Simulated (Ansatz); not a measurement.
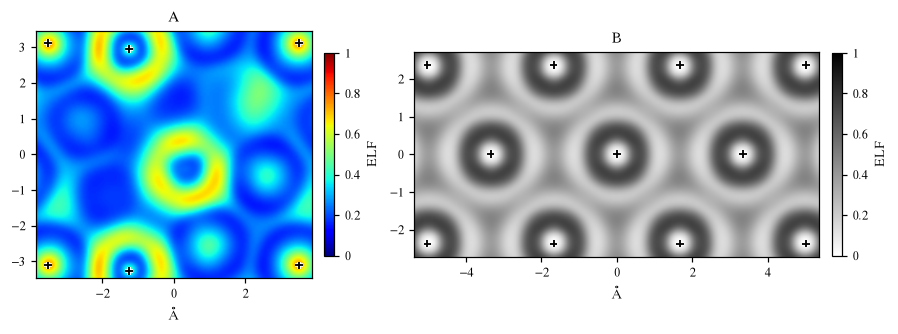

The electron localisation function of 2 systems, each on a plane through atoms (crosses mark nuclei in the plane).

Level of theory: Ansatz, Kohn-Sham DFT of a periodic cell, BLYP, Ansatz PAW.

System 1: Ta, the (110) plane of the conventional cell. Space group Im-3m.

System 2: SiNi₂, the (110) plane of the conventional cell. Space group Pnma; not relaxed (largest force 0.4 eV/Å); computed pressure about 13 GPa in this cell; the program warned that a starting moment wasn't kept; spin-polarised, but the moments vanished.

```cif
data_structure
_symmetry_space_group_name_H-M 'P 1'
_symmetry_Int_Tables_number 1
_cell_length_a 4.9900
_cell_length_b 3.7200
_cell_length_c 7.0300
_cell_angle_alpha 90.000
_cell_angle_beta 90.000
_cell_angle_gamma 90.000
_cell_volume 130.50
loop_
_atom_site_label
_atom_site_type_symbol
_atom_site_fract_x
_atom_site_fract_y
_atom_site_fract_z
_atom_site_occupancy
Ni1 Ni 0.32500 0.75000 0.93700 1
Ni2 Ni 0.67500 0.25000 0.06300 1
Ni3 Ni 0.17500 0.25000 0.43700 1
Ni4 Ni 0.82500 0.75000 0.56300 1
Ni5 Ni 0.45800 0.75000 0.29700 1
Ni6 Ni 0.54200 0.25000 0.70300 1
Ni7 Ni 0.04200 0.25000 0.79700 1
Ni8 Ni 0.95800 0.75000 0.20300 1
Si1 Si 0.78600 0.75000 0.88600 1
Si2 Si 0.21400 0.25000 0.11400 1
Si3 Si 0.71400 0.25000 0.38600 1
Si4 Si 0.28600 0.75000 0.61400 1
```

Match each panel to its system.

Answer. Panel A is system 2, SiNi₂: the plane holds Ni and Si. Si–Ni (2.28 Å): the ELF peaks at about 0.70 in the valence shell of Si, 0.9 Å from its nucleus, and is about 0.50 at the midpoint. Panel B is system 1, Ta: the plane holds Ta. Ta–Ta (2.90 Å): the ELF is about 0.30 at the midpoint.
